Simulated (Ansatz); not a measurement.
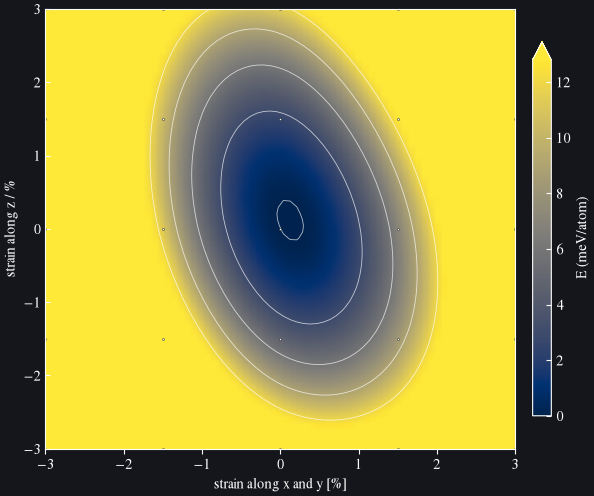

TiC (Fm-3m, No. 225; 2 atoms in the cell). The cell is strained homogeneously, by one strain along x and y and another along z, with fractional coordinates fixed (x, y and z along the cube axes). The first coordinate is: strain along x and y; the second: strain along z. The scan uses a 5 × 5 grid. Points are written as (first, second). All energies are given in meV/atom relative to the lowest grid point. The reference cell is the one listed in the database, not relaxed at this level. Method: DFT PBE, scalar-relativistic, plane waves, PAW (Ansatz). Settings: cutoff 420 eV, k-mesh 18×18×18, gaussian smearing 0.15 eV, no spin polarisation.

The picture shows a smooth colour map with a few white contour lines, dots at the grid points, one colour for all values above the top of the scale. Between grid points the surface is interpolated.

Question: Estimate the clamped-ion elastic constants that this map fixes.

Answer: With the cell volume of 20.3 Å³, the curvatures of the interpolated surface at its minimum give C₁₁ + C₂₂ + 2C₁₂ ≈ 1300 GPa, C₃₃ ≈ 510 GPa and C₁₃ + C₂₃ ≈ 240 GPa (clamped ions, Cartesian axes of the cell). A stretch of 1 % along z with free sides (kept equal in x and y) would change the in-plane lengths by about −0.19 %.
